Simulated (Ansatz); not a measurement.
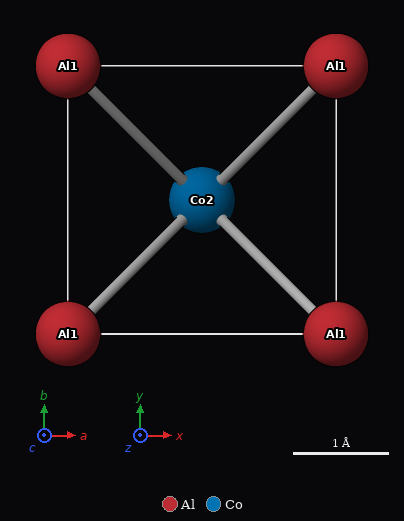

Solid AlCo (Pm-3m): the cell is strained along x alone, with the atoms kept at their fractional coordinates. x, y and z are the Cartesian axes of the input. The picture shows the reference cell. Style: ball-and-stick. Shown: the cell of the calculation, along the c axis.

All numbers below come from Ansatz, DFT PBEsol, scalar-relativistic, plane waves, PAW. (plane-wave cutoff 420 eV; k-point mesh 22 × 22 × 22; occupations gaussian; smearing width 0.15 eV; no spin polarisation). Energies (free energies at the smearing named) are counted from the relaxed crystal.

```
CELL_PARAMETERS angstrom
2.82259 0.00000 0.00000
0.00000 2.82259 0.00000
0.00000 0.00000 2.82259
ATOMIC_POSITIONS crystal
Al 0.00000 0.00000 0.00000
Co 0.50000 0.50000 0.50000
```

### Predict the energy profile (the strain: −0.1000, −0.0750, −0.0500, −0.0250, 0.0000, 0.0250, 0.0500, 0.0750, 0.0875, 0.1000).

| strain | E − E(ref) (meV/atom) |
| --- | --- |
| −0.1000 | 152.8 |
| −0.0750 | 79.5 |
| −0.0500 | 32.7 |
| −0.0250 | 7.6 |
| 0.0000 | 0.0 |
| 0.0250 | 6.1 |
| 0.0500 | 22.4 |
| 0.0750 | 47.0 |
| 0.0875 | 62.0 |
| 0.1000 | 78.5 |

Of the computed points the lowest is at the strain 0.00, 0.0 meV/atom. The distortion takes the space group from Pm-3m to P4/mmm. At the strain −0.10 the cell of the drawing goes a 2.823 → 2.540 Å.
